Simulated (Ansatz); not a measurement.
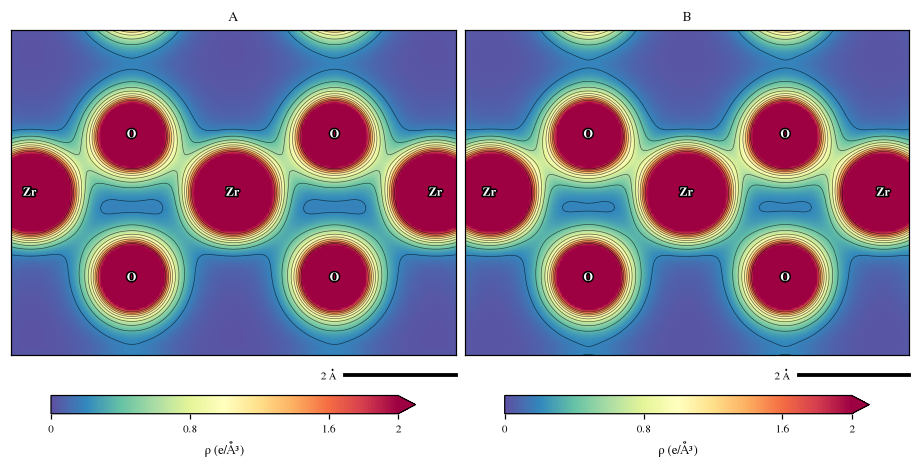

ZrO$_{2}$. The valence charge density (pseudo) of two cells that differ in size and shape, on the (010) plane of each (indices in the axes of the calculation cell), at one length scale and on one colour scale; one has 10.9 and the other 11.6 Å³ an atom.

Level of theory: Kohn-Sham DFT of a periodic cell, PBE, Ansatz PAW in Ansatz.

Core electrons are frozen (PAW), and the valence fields are smoothed inside the atomic spheres.

The larger cell:

```yaml
crystal:
  lattice:
    - [3.66802, 0.00000, 0.00000]
    - [0.00000, 3.66802, 0.00000]
    - [0.00000, 0.00000, 5.17700]
  atoms:
    - { symbol: Zr, position: [0.50000, 0.50000, 0.50000] }
    - { symbol: Zr, position: [0.00000, 0.00000, 0.00000] }
    - { symbol: O, position: [0.50000, 0.00000, 0.79700] }
    - { symbol: O, position: [0.50000, 0.00000, 0.29700] }
    - { symbol: O, position: [0.00000, 0.50000, 0.70300] }
    - { symbol: O, position: [0.00000, 0.50000, 0.20300] }
```

The smaller cell: a = 3.560 Å, b = 3.560 Å, c = 5.177 Å, α = 90.00°, β = 90.00°, γ = 90.00°.

Which panel shows the smaller cell, and what does the compression change?

Panel B is the smaller cell, by 6 % in volume. From the larger cell to the smaller, Zr–O goes from 2.11 to 2.07 Å, and the density at its midpoint from 0.66 to 0.74 e/Å³; the pressure goes from −4.2 to 11 GPa; the Kohn–Sham gap goes from 3.7 eV to 4.1 eV.
